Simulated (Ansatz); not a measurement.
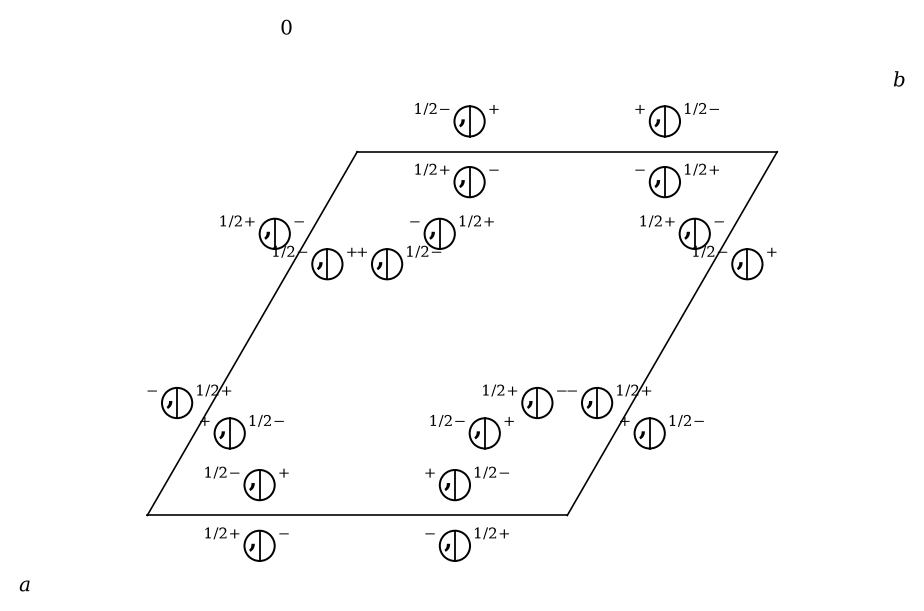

General positions of a space group, projected down c, computed from the operations of a computed or model structure of composition Ca, which need not be its known form.

A circle is a general position, a comma marks the mirror image, + and − with a fraction give the height (along the projection axis: ½+ is ½ plus the coordinate, − is its negative), and a split circle stands for two positions above each other.

Q: Which space group is it?

A: P6₃/mmc (No. 194); primitive hexagonal, point group 6/mmm, 24 general positions a cell.

Q: Write the general positions (in any order).

A: x, y, z
−x, −y, −z
x−y, x, z+1/2
−x+y, −x, −z+1/2
−y, x−y, z
y, −x+y, −z
−x, −y, z+1/2
x, y, −z+1/2
−x+y, −x, z
x−y, x, −z
y, −x+y, z+1/2
−y, x−y, −z+1/2
−y, −x, −z+1/2
y, x, z+1/2
−x, −x+y, −z
x, x−y, z
−x+y, y, −z+1/2
x−y, −y, z+1/2
y, x, −z
−y, −x, z
x, x−y, −z+1/2
−x, −x+y, z+1/2
x−y, −y, −z
−x+y, y, z
